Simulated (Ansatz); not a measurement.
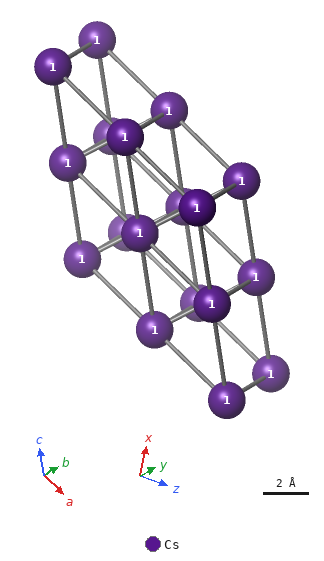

Crystalline Cs (Im-3m): the cell is strained in shear in the xz plane, with the atoms kept at their fractional coordinates. x, y and z are the Cartesian axes of the input. The picture shows the reference cell. The picture is a ball-and-stick view of the cell of the calculation, repeated 2 × 1 × 2 with one cell outlined, seen slightly off an axis.

Method: DFT PBE, scalar-relativistic, plane waves, PAW in Ansatz. (plane-wave cutoff 420 eV; k-point mesh 12 × 12 × 12; occupations gaussian; smearing width 0.15 eV; no spin polarisation). Energies (free energies at the smearing named) are counted from the cell as listed in its source, which wasn't relaxed.

```xyz
1
Lattice="-3.0225 3.0225 3.0225 3.0225 -3.0225 3.0225 3.0225 3.0225 -3.0225" Properties=species:S:1:pos:R:3 pbc="T T T"
Cs    0.0000    0.0000    0.0000
```

Give the energy at each point (the strain: −0.0600, −0.0450, −0.0300, −0.0150, 0.0000, 0.0075, 0.0150, 0.0225, 0.0300, 0.0375, 0.0450, 0.0525, 0.0600).

Answer.
```
engineering shear strain  E − E(ref) (meV/atom)
                 −0.0600                   1.96
                 −0.0450                   1.10
                 −0.0300                   0.49
                 −0.0150                   0.12
                  0.0000                   0.00
                  0.0075                   0.03
                  0.0150                   0.12
                  0.0225                   0.27
                  0.0300                   0.49
                  0.0375                   0.76
                  0.0450                   1.10
                  0.0525                   1.50
                  0.0600                   1.96
```

Points that are alike by symmetry were computed once.

The lowest computed point lies at the strain 0.00 (0.00 meV/atom). The curvature at zero strain, (1/V) d²E/dε², is about 1.6 GPa; it is C₅₅ with clamped ions. The distortion takes the space group from Im-3m to Fmmm. At the strain −0.06 the cell of the drawing goes a 5.235 → 5.340 Å, b 5.235 → 5.131 Å, c 5.235 → 5.340 Å, β 109.5° → 111.1°.
